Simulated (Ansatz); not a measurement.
The cell below is Rb (I4_1/amd). The cell is taken from the input geometry of an electronic-structure calculation (not necessarily at equilibrium).

```xyz
4
Lattice="4.7580 0.0000 0.0000 0.0000 4.7580 0.0000 0.0000 0.0000 16.9773" Properties=species:S:1:pos:R:3 pbc="T T T"
Rb    0.0000    2.3790   12.7330
Rb    2.3790    2.3790    0.0000
Rb    2.3790    0.0000    4.2443
Rb    0.0000    0.0000    8.4887
```

Hard-sphere model; metallic radii: Rb 2.48 Å.

> Find the largest hole by geometry, and further ones that a grid search gives (radius above 0.15 Å; smaller ones may be missed, and maxima closer than 0.25 Å are merged).

```json
{"hole": "V1", "site": "8e", "x, y, z": "0.000, 0.000, 0.914", "radius (Å)": "1.19", "nearest atoms": "6 Rb", "shape": "trigonal prismatic"}
```

Nearest atoms are those whose sphere lies within 0.15 Å of the hole's sphere; in brackets, those within 0.5 Å. The largest sphere that fits anywhere has a diameter of 2.37 Å; the largest that can travel through the crystal, about 1.8 Å.

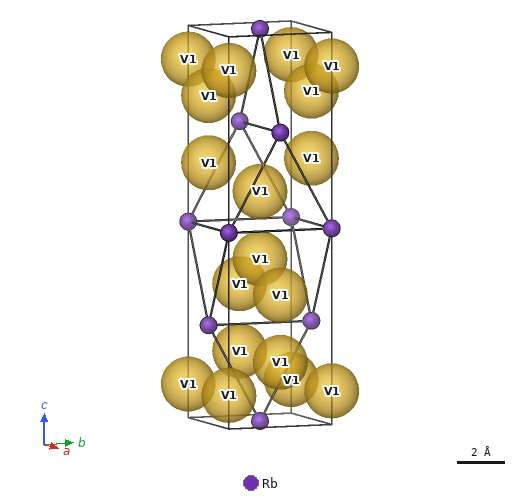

Translucent spheres (V1) fill the 1 hole listed first by a grid search for holes with a radius above 0.15 Å (the largest is sure; smaller ones may be missed, and maxima closer than 0.25 Å are merged) at their true size; atoms are drawn smaller than their model radii. View slightly off an axis.
